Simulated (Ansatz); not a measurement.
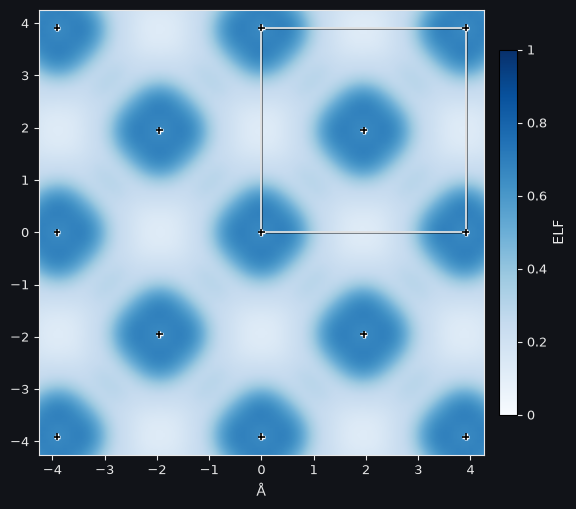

The electron localisation function on a plane through atoms (crosses mark nuclei in the plane).

These are results of Ansatz, DFT PBEsol, scalar-relativistic, plane waves, PAW, not measurements.

Candidates:
A. Al$_{2}$Cu, a = 4.09 Å, b = 4.09 Å, c = 2.84 Å, α = 89.99°, β = 90.00°, γ = 90.03°. Space group P4/mmm; a structure from a database of computed crystals, not necessarily the ambient phase; changed on purpose from its base cell (atom 3 moved 0.45 A; relaxed back); computed without spin polarisation.
B. Ag, a = 2.87 Å, b = 2.87 Å, c = 9.34 Å, α = 90.00°, β = 90.00°, γ = 120.00°. Space group P6₃/mmc.
C. Pt, a = 3.91 Å, b = 3.91 Å, c = 3.91 Å, α = 90.00°, β = 90.00°, γ = 90.00°. Space group Fm-3m.

Which system is this?

Answer. Candidate C: Pt on the (010) plane of the conventional cell, which holds Pt. Pt–Pt (2.76 Å): the ELF is about 0.30 at the midpoint: no shared electron pair shows on this line.
